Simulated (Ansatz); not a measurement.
The calculation's input:

```
crystal:
  lattice:
    - [2.5051851823, 0.0, 0.0]
    - [1.2500915931, 2.1709960402, 0.0]
    - [0.0, 0.0, 25.6789644448]
  atoms:
    - { symbol: B, position: [0.4998931262, 0.4998931262, 0.3310102328] }
    - { symbol: "N", position: [0.8334068838, 0.8334068838, 0.3310102328] }
    - { symbol: B, position: [0.9998931262, 0.9998931262, 0.4610576197] }
    - { symbol: "N", position: [0.3334068838, 0.3334068838, 0.4610576197] }
    - { symbol: B, position: [0.4998931262, 0.4998931262, 0.5911050065] }
    - { symbol: "N", position: [0.8334068838, 0.8334068838, 0.5911050065] }
    - { symbol: B, position: [0.8334068838, 0.8334068838, 0.6518551198], spin: 1.0 }
basis:
  ecutwfc: 420
kpoints:
  mp_grid: { grid: [12, 12, 1] }
hamiltonian:
  xc: pbe
  dispersion: d3bj
scf:
  occupations: { method: gaussian, width: 0.05 }
output:
  forces: true
  eigenvalues: true
  populations: true
  write_density: true
  write_potential: true
  elf: true
  volumetric_format: npy
magnetization:
  spin_polarized: true
relax:
  adjacent_minimum: "off"
  f_tol: 0.03
  max_steps: 70
  constraints: [{ sites: [0, 1] }]
efield:
  axis: 3
  dipole_correction: true
  ramp_width: 0.04
```

Run with:

```sh
ansatz run input.yaml --threads 1 --pin off --max-ram 2560MiB --backend cpu --events-out ev --progress --plain --runs-dir out
```

The fields are those of the relaxed geometry.

The program warned that a starting moment wasn't kept; spin-polarised, but the moments vanished.

Level of theory: Ansatz, DFT PBE+D3(BJ), scalar-relativistic, plane waves, PAW.

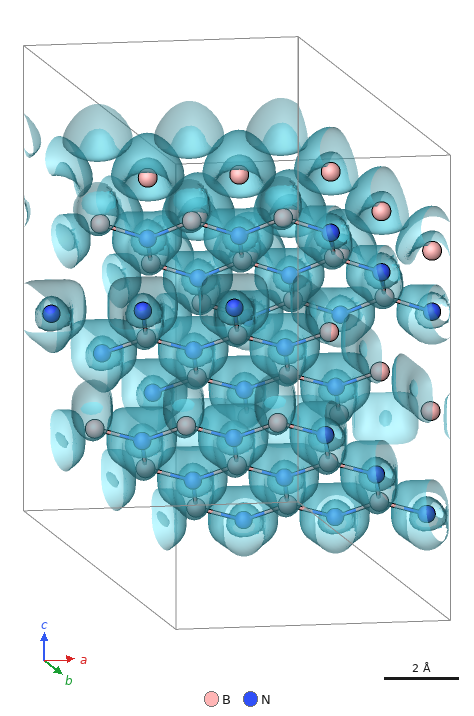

B4N3 (slab). Isosurface of the electron localisation function at 0.7 (cyan), seen at an oblique angle. Core shells and regions of very low density are left out. Sticks mark near contacts.

### Identify the bonds, lone pairs and shells in this picture.

The surface consists of three regions on N in which the atom's valence shell and bonds are merged and one ring or bowl of non-bonding electrons around B, counted in one cell of 7 atoms. Counts are for one cell; the picture repeats the cell along the surface.

Values along the shortest contacts:
B–N (1.45 Å): the ELF peaks at about 0.95 between the atoms.

### Does the calculation make it a metal, or give it a gap?

It is gapless in this calculation (a metal or semimetal).
